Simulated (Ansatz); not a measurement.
## Run report: CuO2, single-point calculation (part 2 of 2)

CuO2 (Cmcm, 6 atoms in the cell); DFT PBEsol, scalar-relativistic, plane waves, PAW, spin-polarised (Ansatz 0.2.0); cutoff 420 eV, 6×6×4 k-mesh, Gaussian smearing of 0.1 eV, collinear spins. The structure derives from a Materials Project entry.

Geometry of the input (Å; fractional positions):
```
1.4126  -5.2107  0.0000
1.4126  5.2107  0.0000
0.0000  0.0000  4.3434
Cu 0.8327  0.1673  0.2500
Cu 0.1673  0.8327  0.7500
O  0.4485  0.5515  0.2500
O  0.5515  0.4485  0.7500
O  0.2110  0.7890  0.2500
O  0.7890  0.2110  0.7500
```

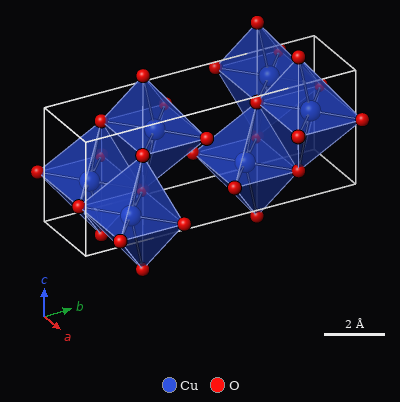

**Figure 1.** The input geometry (polyhedral view of the cell 2 times as large as that of the calculation, set on its symmetry axes, seen at an oblique angle; polyhedra are completed across the faces of the cell). An atom can appear more than once, as a periodic image.

Log, continued:
```
SCF iter   1: F=—  HF=-15411.371418 eV  |F-HF|=—  |Δ(HF+E_count)|=         —  Δρ=1.11e-1 (↑8.40e-2 ↓1.11e-1)  dr2=1.68e1  dr2_m=3.13e0  M=0.275 μB ∫|m|=0.393 μB  β_m=0.30  ethr=3.10e-3  ⟨swp⟩=5.2  Hψ=10762  notcnv=0  defer=3
preconditioner: auto → Kerker (q_TF=auto, 2.714 Å⁻¹)  [metal: Δε(μ)=0.051 eV  Ē_g=13.024 eV  σ=0.100 eV  W_gap=0.28  n_scr=14 (ndim 8)  ℏωp=31.5 eV  f_vac=0.075  D(μ)=2.21/eV (n_scr^D=14)]
spin=Collinear: Kerker preconditioning applied to the charge; magnetization (m = ρ↑ − ρ↓) channel mixes plain (no charge-response kernel on spin).
SCF iter   2: F=—  HF=-15411.003159 eV  |F-HF|=—  |Δ(HF+E_count)|=   3.68e-1  Δρ=1.03e-1 (↑1.03e-1 ↓4.60e-2)  dr2=7.34e0  dr2_m=1.30e0  M=0.478 μB ∫|m|=0.585 μB  β_m=0.30  ethr=3.10e-3  ⟨swp⟩=2.2  Hψ=5363  notcnv=0  defer=169
SCF iter   3: F=—  HF=-15410.745792 eV  |F-HF|=—  |Δ(HF+E_count)|=   2.57e-1  Δρ=4.38e-2 (↑4.38e-2 ↓3.46e-2)  dr2=7.99e-1  dr2_m=6.78e-1  M=0.650 μB ∫|m|=0.678 μB  β_m=0.30  ethr=3.10e-3  ⟨swp⟩=2.1  Hψ=4980  notcnv=0  defer=151
SCF iter   4: F=—  HF=-15411.106148 eV  |F-HF|=—  |Δ(HF+E_count)|=   3.60e-1  Δρ=4.72e-2 (↑4.72e-2 ↓1.93e-2)  dr2=1.45e0  dr2_m=3.74e-1  M=0.565 μB ∫|m|=0.608 μB  β_m=0.30  ethr=1.29e-3  ⟨swp⟩=2.1  Hψ=4899  notcnv=0  defer=141
SCF iter   5: F=—  HF=-15411.049251 eV  |F-HF|=—  |Δ(HF+E_count)|=   5.69e-2  Δρ=2.78e-2 (↑2.78e-2 ↓1.39e-2)  dr2=2.50e-1  dr2_m=2.14e-1  M=0.605 μB ∫|m|=0.635 μB  β_m=0.30  ethr=1.29e-3  ⟨swp⟩=2.0  Hψ=3938  notcnv=0  defer=128
SCF iter   6: F=—  HF=-15411.003282 eV  |F-HF|=—  |Δ(HF+E_count)|=   4.60e-2  Δρ=1.86e-2 (↑1.22e-2 ↓1.86e-2)  dr2=6.35e-2  dr2_m=1.30e-1  M=0.647 μB ∫|m|=0.668 μB  β_m=0.30  ethr=4.03e-4  ⟨swp⟩=2.7  Hψ=4779  notcnv=0  defer=130
SCF iter   7: F=—  HF=-15411.025061 eV  |F-HF|=—  |Δ(HF+E_count)|=   2.18e-2  Δρ=1.89e-2 (↑6.60e-3 ↓1.89e-2)  dr2=1.32e-1  dr2_m=8.16e-2  M=0.667 μB ∫|m|=0.686 μB  β_m=0.30  ethr=1.02e-4  ⟨swp⟩=1.1  Hψ=3072  notcnv=0  defer=127
Mixer restart at iter 7: flushing history
spin-set hold released at iteration 7 (site moments contracting): the magnetisation degrees of freedom join the quasi-Newton model from the next iteration; the mixer history was flushed
SCF iter   8: F=—  HF=-15411.036586 eV  |F-HF|=—  |Δ(HF+E_count)|=   1.15e-2  Δρ=1.06e-2 (↑1.06e-2 ↓9.54e-3)  dr2=3.55e-2  dr2_m=5.25e-2  M=0.654 μB ∫|m|=0.677 μB  β_m=0.43  ethr=1.02e-4  ⟨swp⟩=2.4  Hψ=4247  notcnv=0  defer=118
SCF iter   9: F=—  HF=-15411.049914 eV  |F-HF|=—  |Δ(HF+E_count)|=   1.33e-2  Δρ=1.40e-2 (↑5.28e-3 ↓1.40e-2)  dr2=1.85e-1  dr2_m=2.54e-2  M=0.713 μB ∫|m|=0.732 μB  β_m=0.44  ethr=5.72e-5  ⟨swp⟩=2.1  Hψ=4751  notcnv=0  defer=118
SCF iter  10: F=—  HF=-15411.048418 eV  |F-HF|=—  |Δ(HF+E_count)|=   1.50e-3  Δρ=3.57e-3 (↑3.57e-3 ↓3.21e-3)  dr2=2.61e-3  dr2_m=6.25e-3  M=0.751 μB ∫|m|=0.777 μB  β_m=0.79  ethr=5.72e-5  ⟨swp⟩=1.5  Hψ=3580  notcnv=0  defer=118
SCF iter  11: F=—  HF=-15411.057170 eV  |F-HF|=—  |Δ(HF+E_count)|=   8.75e-3  Δρ=5.09e-3 (↑4.42e-3 ↓5.09e-3)  dr2=2.78e-2  dr2_m=4.31e-3  M=0.842 μB ∫|m|=0.875 μB  β_m=0.79  ethr=4.22e-6  ⟨swp⟩=2.1  Hψ=5146  notcnv=0  defer=118
SCF iter  12: F=—  HF=-15411.058630 eV  |F-HF|=—  |Δ(HF+E_count)|=   1.46e-3  Δρ=3.48e-3 (↑3.48e-3 ↓2.72e-3)  dr2=5.01e-3  dr2_m=3.98e-3  M=0.917 μB ∫|m|=0.955 μB  β_m=0.56  ethr=4.22e-6  ⟨swp⟩=2.0  Hψ=5751  notcnv=0  defer=118
SCF iter  13: F=—  HF=-15411.064917 eV  |F-HF|=—  |Δ(HF+E_count)|=   6.29e-3  Δρ=3.15e-3 (↑3.15e-3 ↓1.77e-3)  dr2=6.23e-3  dr2_m=2.20e-3  M=1.036 μB ∫|m|=1.087 μB  β_m=0.95  ethr=4.22e-6  ⟨swp⟩=2.1  Hψ=5178  notcnv=0  defer=120
SCF iter  14: F=—  HF=-15411.067664 eV  |F-HF|=—  |Δ(HF+E_count)|=   2.75e-3  Δρ=2.55e-3 (↑1.82e-3 ↓2.55e-3)  dr2=5.73e-3  dr2_m=9.43e-4  M=1.120 μB ∫|m|=1.187 μB  β_m=0.87  ethr=4.22e-6  ⟨swp⟩=2.5  Hψ=5725  notcnv=0  defer=120
SCF iter  15: F=—  HF=-15411.067209 eV  |F-HF|=—  |Δ(HF+E_count)|=   4.55e-4  Δρ=1.39e-3 (↑1.39e-3 ↓7.13e-4)  dr2=1.55e-3  dr2_m=3.55e-4  M=1.073 μB ∫|m|=1.133 μB  β_m=0.94  ethr=4.22e-6  ⟨swp⟩=2.1  Hψ=4912  notcnv=0  defer=120
SCF iter  16: F=—  HF=-15411.067369 eV  |F-HF|=—  |Δ(HF+E_count)|=   1.60e-4  Δρ=1.10e-3 (↑9.97e-4 ↓1.10e-3)  dr2=6.89e-4  dr2_m=4.68e-4  M=1.066 μB ∫|m|=1.132 μB  β_m=0.97  ethr=2.51e-6  ⟨swp⟩=2.0  Hψ=4685  notcnv=0  defer=120
SCF iter  17: F=—  HF=-15411.067768 eV  |F-HF|=—  |Δ(HF+E_count)|=   3.99e-4  Δρ=8.45e-4 (↑6.38e-4 ↓8.45e-4)  dr2=8.91e-4  dr2_m=5.35e-5  M=1.010 μB ∫|m|=1.068 μB  β_m=0.92  ethr=1.11e-6  ⟨swp⟩=2.0  Hψ=4815  notcnv=0  defer=120
SCF iter  18: F=—  HF=-15411.067774 eV  |F-HF|=—  |Δ(HF+E_count)|=   5.31e-6  Δρ=4.74e-4 (↑4.59e-4 ↓4.74e-4)  dr2=3.10e-4  dr2_m=3.13e-5  M=1.004 μB ∫|m|=1.062 μB  β_m=0.96  ethr=1.11e-6  ⟨swp⟩=1.2  Hψ=3065  notcnv=0  defer=121
SCF iter  19: F=—  HF=-15411.067778 eV  |F-HF|=—  |Δ(HF+E_count)|=   4.49e-6  Δρ=1.89e-4 (↑1.14e-4 ↓1.89e-4)  dr2=5.28e-5  dr2_m=4.45e-6  M=0.995 μB ∫|m|=1.055 μB  β_m=0.94  ethr=5.00e-7  ⟨swp⟩=1.7  Hψ=3729  notcnv=0  defer=121
SCF iter  20: F=—  HF=-15411.067805 eV  |F-HF|=—  |Δ(HF+E_count)|=   2.70e-5  Δρ=1.57e-4 (↑1.57e-4 ↓1.40e-4)  dr2=1.89e-6  dr2_m=1.23e-5  M=0.983 μB ∫|m|=1.044 μB  β_m=0.86  ethr=8.51e-8  ⟨swp⟩=2.1  Hψ=4724  notcnv=0  defer=121
SCF iter  21: F=—  HF=-15411.067819 eV  |F-HF|=—  |Δ(HF+E_count)|=   1.38e-5  Δρ=2.69e-5 (↑2.38e-5 ↓2.69e-5)  dr2=2.73e-6  dr2_m=5.26e-8  M=0.979 μB ∫|m|=1.039 μB  β_m=0.80  ethr=3.05e-9  ⟨swp⟩=3.0  Hψ=5584  notcnv=0  defer=121
SCF iter  22: F=—  HF=-15411.067819 eV  |F-HF|=—  |Δ(HF+E_count)|=   2.31e-8  Δρ=1.27e-5 (↑1.27e-5 ↓1.05e-5)  dr2=5.35e-7  dr2_m=2.11e-8  M=0.979 μB ∫|m|=1.039 μB  β_m=0.90  ethr=3.05e-9  ⟨swp⟩=1.5  Hψ=3399  notcnv=0  defer=121
SCF iter  23: F=—  HF=-15411.067819 eV  |F-HF|=—  |Δ(HF+E_count)|=   2.83e-8  Δρ=4.50e-6 (↑3.41e-6 ↓4.50e-6)  dr2=9.69e-9  dr2_m=6.42e-9  M=0.979 μB ∫|m|=1.039 μB  β_m=0.95  ethr=1.61e-10  ⟨swp⟩=8.2  Hψ=12201  notcnv=0
SCF iter  24: F=-15411.067819 eV  HF=-15411.067819 eV  |F-HF|=1.09e-8  |Δ(HF+E_count)|=   7.14e-9  Δρ=2.51e-6 (↑1.47e-6 ↓2.51e-6)  dr2=1.12e-8  dr2_m=7.89e-10  M=0.980 μB ∫|m|=1.040 μB  ethr=1.56e-11  ⟨swp⟩=3.2  Hψ=7909  notcnv=0
SCF 1 converged in 24 iterations: F = -15411.067819 eV  dr2 = 1.12e-8
  greatest PAW one-centre occupation: 1.000 electrons in one spin orbital (limit 2), on the Cu atom at site 1 (counted from 0), in its partial waves of l = 0
SCF converged after 24 iterations
Magnetization: 0.9797 μB (31.4898 up, 30.5102 down)
Absolute magnetization: 1.0432 μB (∫|ρ↑−ρ↓|, with the PAW one-centre terms)
Spin contamination: 0.0353 ħ² per cell (⟨S²⟩ above its minimum at these occupations)
Per-site moments (μB) at R_I (Å): [(0.06697183604846328, 0.7663001259711121), (0.06697183604846314, 0.7663001259711121), (0.32251495770673333, 0.7663001259711121), (0.3225149577067333, 0.7663001259711121), (0.06320294317857024, 0.7831532600912476), (0.06320294317857045, 0.7831532600912476)]
Free energy (F): -15411.067819 eV
Harris-Foulkes:  -15411.067819 eV  (|F-HF|=1.09e-8)
Internal energy: -15411.045884 eV  (E = F + TS)
E sigma→0 (E₀):  -15411.056852 eV
Entropy (-TS):   -0.021935 eV (-3.656 meV/atom)
Fermi energy:    7.315868 eV
--- Per-component energies (eV) ---
  E_band       = -1115.436980
  E_kinetic    = 1272.920658
  E_local      = -12225.564855  (includes V_loc(G=0)·N_el)
  E_nonlocal   = 950.715922
  E_hartree    = 5234.032455
  E_xc         = -463.644430
  E_vxc        = -596.926801  (∫ρ·V_xc dr)
  E_paw        = -3830.116416  (= ΣΔE_a)
  E_vpaw       = -984.649743  (= ΣTr[D̂ρ^β])
  E_aug_tail   = 0.009449  (compensation charges beyond the density's cutoff)
  E_ewald      = -6349.952223
  E_core_change = 0.553556  (= ΣΔE_core)
  E_smearing   = -0.021935  (= −TS)
  E_closure    = -0.000000  (closes the sum)
  Σ components = -15411.067819   (vs F -15411.067819, Δ=0.00e0)
--- Forces (eV/Å), atoms counted from 1 ---
  atom   1  Cu     0.00000000     0.00502372     0.00000000
  atom   2  Cu     0.00000000    -0.00502372    -0.00000000
  atom   3  O      0.00000000     0.50796898     0.00000000
  atom   4  O      0.00000000    -0.50796898    -0.00000000
  atom   5  O      0.00000000    -0.52789830    -0.00000000
  atom   6  O      0.00000000     0.52789830     0.00000000
  max |Σ_I F_I| component: 0.00e0 eV/Å
--- Stress (GPa, compression-positive) ---
      -10.605707       0.000000      -0.000000
        0.000000      -8.179633      -0.000000
       -0.000000      -0.000000      -6.123231
  P = ⅓ Tr σ = -8.3029 GPa (-83.029 kbar)
--- Band table (eV; the first three rows and the last of 78) ---
  k-point 0 ↑: bands = ["-106.0028", "-106.0024", "-63.7565", "-63.7552", "-63.6338", "-63.6314", "-63.0435", "-63.0394", "-11.9454", "-10.4384", "-10.3161", "-9.6504", "1.0870", "1.2757", "1.2870", "1.5428", "1.6640", "2.8364", "3.8651", "4.0378", "4.1875", "4.3970", "4.6756", "4.9095", "4.9334", "5.5550", "5.7973", "5.8586", "6.1136", "6.1765", "6.5913", "6.8566", "8.2551", "8.5219", "13.1399", "17.4389", "18.1193", "18.6890", "18.9541"]
  k-point 1 ↑: bands = ["-106.0027", "-106.0024", "-63.7564", "-63.7554", "-63.6335", "-63.6317", "-63.0429", "-63.0399", "-11.7439", "-10.6801", "-10.2147", "-9.7427", "0.9145", "1.1815", "1.5288", "1.5580", "1.6445", "3.1886", "3.3315", "3.9105", "4.1626", "4.2743", "4.7612", "4.9355", "5.1059", "5.1328", "5.5237", "5.8205", "6.0638", "6.5573", "6.8954", "7.2940", "8.2995", "8.4851", "13.9330", "17.1251", "17.2335", "18.2688", "19.8264"]
  k-point 2 ↑: bands = ["-106.0026", "-106.0026", "-63.7559", "-63.7559", "-63.6326", "-63.6326", "-63.0414", "-63.0414", "-11.2323", "-11.2323", "-9.9740", "-9.9740", "0.9628", "0.9628", "1.5991", "1.5991", "2.1938", "2.1938", "3.6716", "3.6716", "4.1633", "4.1633", "4.8527", "4.8527", "5.3793", "5.3793", "5.4721", "5.4721", "6.2128", "6.2128", "7.4535", "7.4535", "8.3962", "8.3962", "15.6779", "15.6779", "17.2775", "17.2775", "20.5832"]
  k-point 38 ↓: bands = ["-105.9130", "-105.9130", "-63.6859", "-63.6859", "-63.5816", "-63.5816", "-62.9015", "-62.9015", "-10.8866", "-10.8866", "-9.7128", "-9.7128", "1.7012", "1.7012", "1.7793", "1.7793", "2.2768", "2.2768", "3.5772", "3.5772", "4.2213", "4.2213", "4.8235", "4.8235", "5.2975", "5.2975", "5.5003", "5.5003", "7.1642", "7.1642", "7.5483", "7.5483", "8.6598", "8.6598", "16.6447", "16.6447", "16.9311", "16.9311", "21.9003"]
--- Löwdin populations: 6 sites ---
  site symbol       q [e]    m [muB]
     0     Cu     17.6345     0.0449
     1     Cu     17.6345     0.0449
     2      O      6.5049     0.3786
     3      O      6.5049     0.3786
     4      O      6.6933     0.0689
     5      O      6.6933     0.0689
  spilling = 0.005394 (of n_electrons = 62.000000)
```

File populations.tsv:
```
# site	symbol	l	j	q_up	q_dn
# orbitals = lowdin
# n_electrons = 62.000000
# spilling = 0.005394
0	Cu	0_3S	-	0.998578	0.998571
0	Cu	0_4S	-	0.261897	0.267812
0	Cu	1_3P	-	2.999323	2.999277
0	Cu	2_3D	-	4.579914	4.529149
1	Cu	0_3S	-	0.998578	0.998571
1	Cu	0_4S	-	0.261897	0.267812
1	Cu	1_3P	-	2.999323	2.999277
1	Cu	2_3D	-	4.579914	4.529149
2	O	0_2S	-	0.953032	0.948876
2	O	1_2P	-	2.488749	2.114266
3	O	0_2S	-	0.953032	0.948876
3	O	1_2P	-	2.488749	2.114266
4	O	0_2S	-	0.945795	0.945557
4	O	1_2P	-	2.435328	2.366652
5	O	0_2S	-	0.945795	0.945557
5	O	1_2P	-	2.435328	2.366652
```

Summary:

| quantity | value |
| --- | --- |
| outcome | converged |
| space group (tolerance 0.01 Å) | Cmcm (63) |
| electrons treated | 62 |
| free energy | −15411.0678 eV |
| Fermi energy | 7.316 eV |
| gap on the k-point mesh | none (metallic) |
| net moment of the cell | 0.98 μB |
| integrated absolute moment | 1.04 μB |
| pressure | −8.30 GPa |
| largest force (length of the vector) | 0.528 eV/Å |
| hardware | 1 thread of Intel Xeon @ 2.50GHz (Skylake/Cascade Lake), 189 GiB of memory available, shared host |
| wall time | 56 s |
| peak memory | 0.46 GiB |

The cell is under a tension of 8.3 GPa at this level, so it is not at its equilibrium volume.
